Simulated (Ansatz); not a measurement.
## Electronic structure of SiO in real space

Input file:

```
crystal:
  lattice:
    - [-1.9713086917, 2.6395194701, 3.1324517657]
    - [1.9713086917, -2.6395194701, 3.1324517657]
    - [1.9713086917, 2.6395194701, -3.1324517657]
  atoms:
    - { symbol: Si, position: [0.5992080898, 0.3492080898, 0.25] }
    - { symbol: Si, position: [0.4007919102, 0.6507919102, 0.75] }
    - { symbol: O, position: [0.5, 0.5, 0.0] }
    - { symbol: O, position: [0.0, 0.5, 0.5] }
basis:
  ecutwfc: 420
kpoints:
  mp_grid: { grid: [12, 12, 12] }
hamiltonian:
  xc: pbe
scf:
  occupations: { method: gaussian, width: 0.01 }
output:
  forces: true
  stress: true
  eigenvalues: true
  write_density: true
  write_potential: true
  elf: true
  volumetric_format: npy
relax:
  adjacent_minimum: "off"
  f_tol: 0.01
  max_steps: 30
  cell: { stress_tol: 0.1, fix: [volume] }
```

Run with:

```sh
ansatz run input.yaml --threads 1 --pin off --max-ram 2560MiB --backend cpu --events-out ev --progress --plain --runs-dir out
```

Below, planes, directions and counts refer to the conventional cell (a = 3.92 Å, b = 5.32 Å, c = 6.26 Å, α = 90.00°, β = 90.00°, γ = 90.00°).

The fields are those of the run's last geometry, not of the input's.

Space group Imma; a generated structure, not necessarily the stable one; changed on purpose from its base cell (volume × 0.94, shape and atoms relaxed); computed pressure about 6 GPa in this cell.

All numbers below come from DFT PBE, scalar-relativistic, plane waves, PAW (Ansatz).

In a PAW calculation such maps are meaningful between the atoms, not at the nuclei.

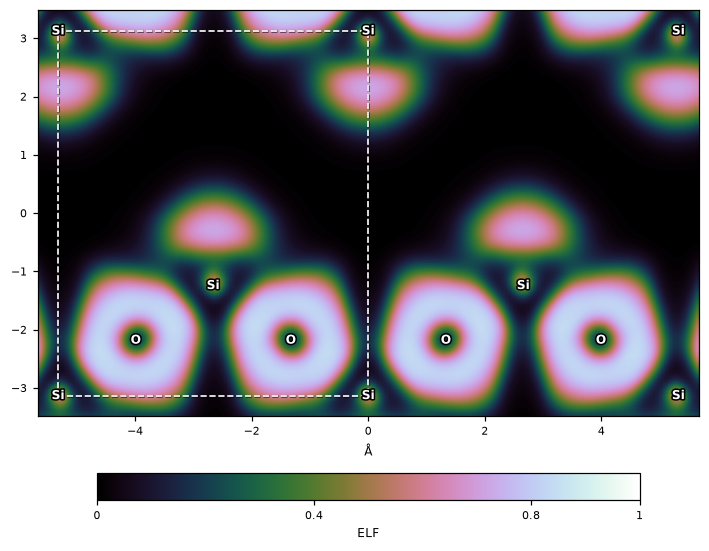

Figure 1. ELF on the (100) plane of the conventional cell.

Question: Read the bonding off the picture.

Answer: The plane passes through Si and O nuclei. Si–O (1.63 Å): the ELF peaks at about 0.85 between the atoms. The ELF also peaks beside O, away from the bonds: lone-pair regions.

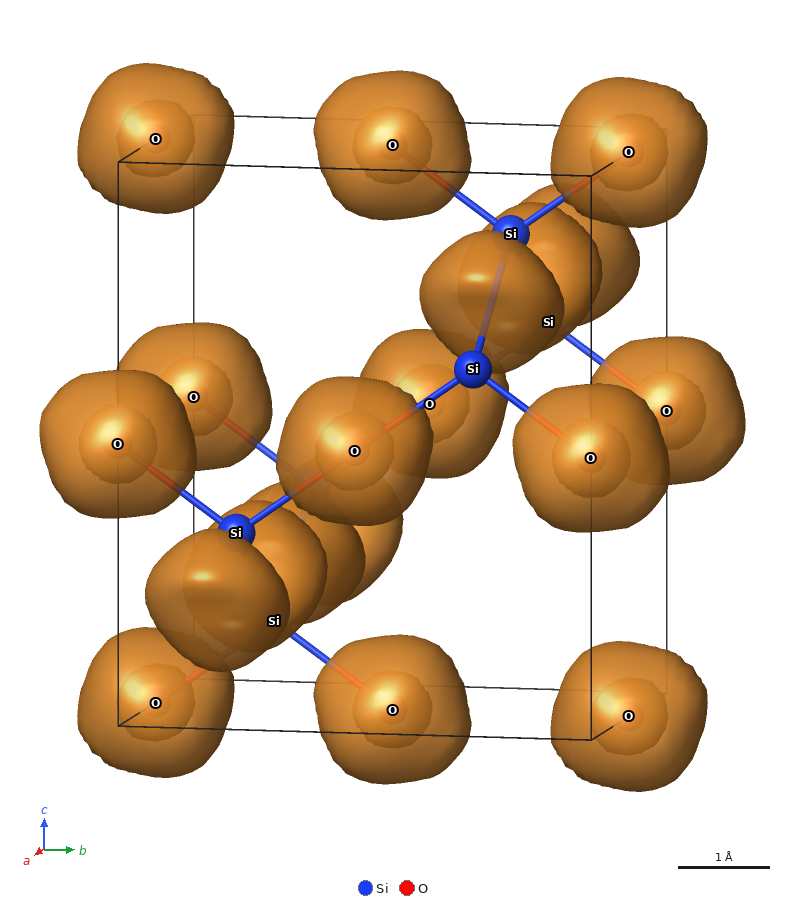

Figure 2. Isosurface of the electron localisation function at 0.75 (orange), seen slightly off an axis. Only the valence region is drawn (cores and ρ < 0.01 e/Å³ removed). Sticks mark near contacts.

Question: Describe the localisation domains.

Answer: The ELF exceeds this value in four regions between bonded Si–Si atoms and four regions on O in which the atom's valence shell and bonds are merged, counted in one cell of 8 atoms. Any copies at cell faces, edges or corners count once. Profiles from the grid: Si–Si (2.32 Å): the ELF peaks at about 1 between the atoms.

Question: Metal or insulator at this level of theory?

Answer: It is metallic or semimetallic at this level of theory: no gap opens.
